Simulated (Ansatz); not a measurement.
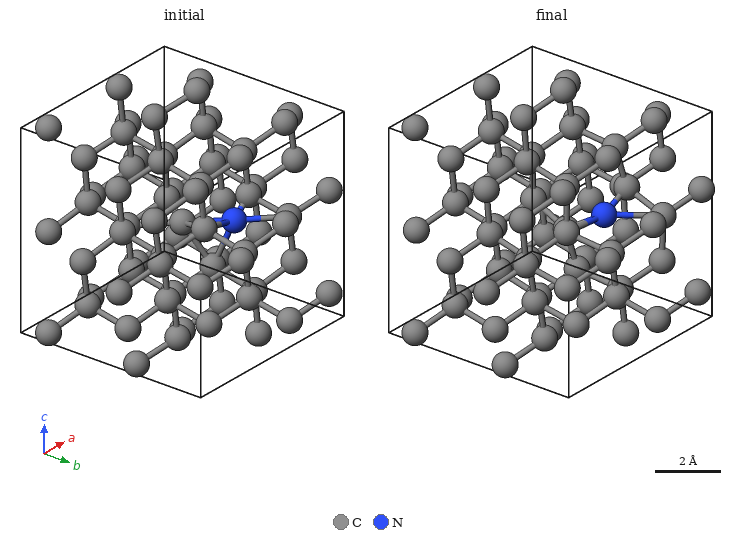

The structure of a defect cell of composition C$_{64}$N (cell charge −1) before (left) and after (right) a relaxation, at one scale.

The picture is a ball-and-stick view of the cell of the calculation (origin shifted), seen from a free direction.

These are results of DFT, PBEsol, PAW, plane waves in Ansatz 0.2.0, not measurements. Settings: plane-wave cutoff 420 eV; k-point mesh 1 × 1 × 1; mesh shifted by (0.25, 0.25, 0.25); no spin polarisation; atoms relaxed in a fixed cell; force threshold 0.03 eV/Å; at most 80 steps.

Q: Summarise the run.

A: The energy falls by 20.173 eV per cell of the calculation in 8 geometry steps. Largest force component: 48 eV/Å at the start, 0.019 eV/Å at the end. The atom that moves furthest is a C atom (0.54 Å along [2 3 −2]). Largest moves by element: C 0.54 Å, N 0.27 Å. The cell doesn't change. Near-neighbour distances that change, for instance: C–C 1.723 → 2.250 Å, C–C 1.003 → 1.488 Å, C–N 1.746 → 2.131 Å, C–N 1.608 → 1.278 Å. Bond angles that change, for instance: C–C–N 62.1° → 99.8°, C–C–C 91.5° → 117.9°, C–C–C 133.5° → 108.7°.

Limits of the set-up: the periodic images lie only 7.1 Å apart, so the values are limited by the cell's size; the cell is charged, on a uniform background, and energies carry no finite-size correction.
